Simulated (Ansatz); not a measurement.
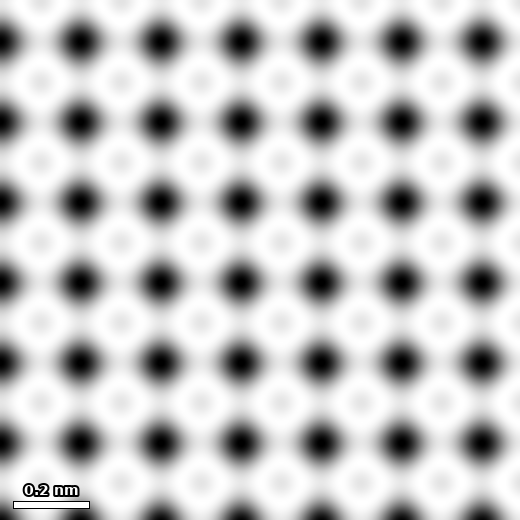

Phase-contrast TEM-like image of Ru (Im-3m, No. 229) along [001]. Simulated in the weak-phase-object approximation with neutral-atom potentials: 200 kV, Cs = 40 µm, defocus −120 Å (negative is underfocus), defocus spread 12 Å, aperture 0.96 1/Å. Model: the input geometry of a calculation; the starting structure was generated, so it need not be a known form of this composition.

Q: Do the atom columns appear dark or bright, and why?

A: Dark. With positive Cs and underfocus sin χ is negative over the pass band, so the strongest columns (Ru) come out darker than the background.

Q: What point resolution do these settings give, and which lattice spacings pass?

A: About 1.0 Å (0.66 |Cs|^(1/4) λ^(3/4) with λ = 0.0251 Å). The spacings that carry visible contrast are {110} at 2.16 Å, {200} at 1.53 Å, {220} at 1.08 Å.
